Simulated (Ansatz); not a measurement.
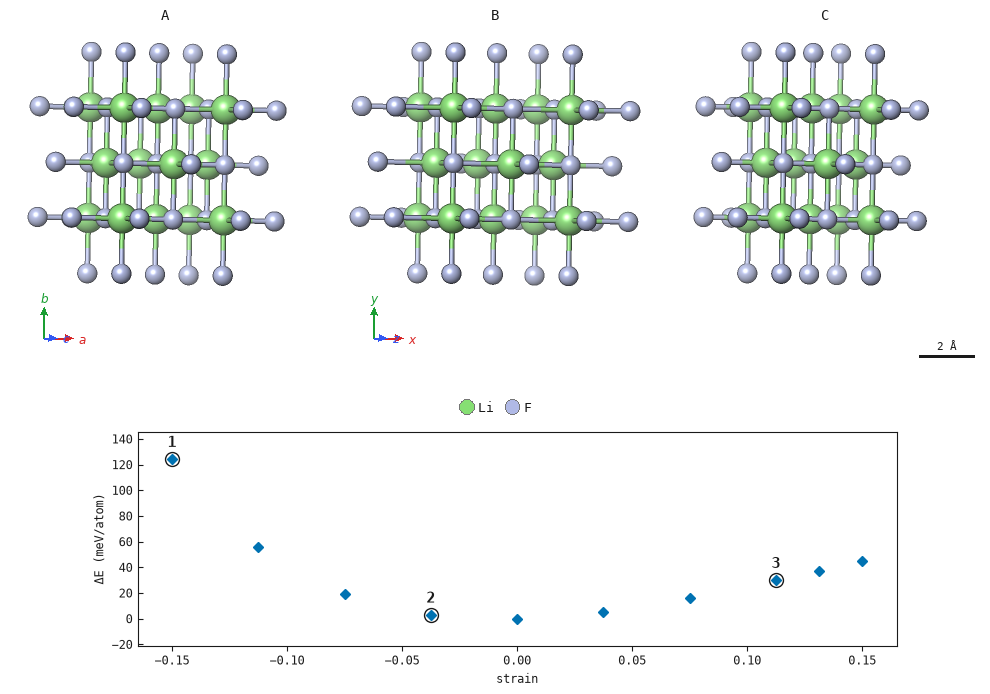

Energy scan for a crystal of LiF (Fm-3m), in which the cell is strained along x alone, with the atoms kept at their fractional coordinates. x, y and z are the Cartesian axes of the input. The frames are shuffled; the numbered points of the plot belong to them. The picture is a ball-and-stick view of the conventional cell (4 times the calculation's cell), seen along the c axis, with a slight tilt. Lengths and directions refer to the drawn axes.

Level of theory: DFT PBEsol, scalar-relativistic, plane waves, PAW (Ansatz 0.2.0). Settings: plane-wave cutoff 420 eV; k-point mesh 10 × 10 × 10; occupations gaussian; smearing width 0.05 eV; no spin polarisation. Energies (free energies at the smearing named) are counted from the cell as listed in its source, which wasn't relaxed.

### Match the frames to the points.

Point 1 is frame C (the strain −0.15, 124.1 meV/atom); 2 is frame A (the strain −0.0375, 2.9 meV/atom); 3 is frame B (the strain 0.1125, 29.8 meV/atom). Of the computed points the lowest is at the strain 0.00, 0.0 meV/atom. At the ends of the scan the energy is 124.1 meV/atom (−0.15) and 44.6 meV/atom (0.15). The unrelaxed reference is under a pressure of −1.1 GPa, which tilts the curve. The distortion takes the space group from Fm-3m to I4/mmm. At the strain −0.15 the cell of the drawing goes a 4.028 → 3.424 Å.
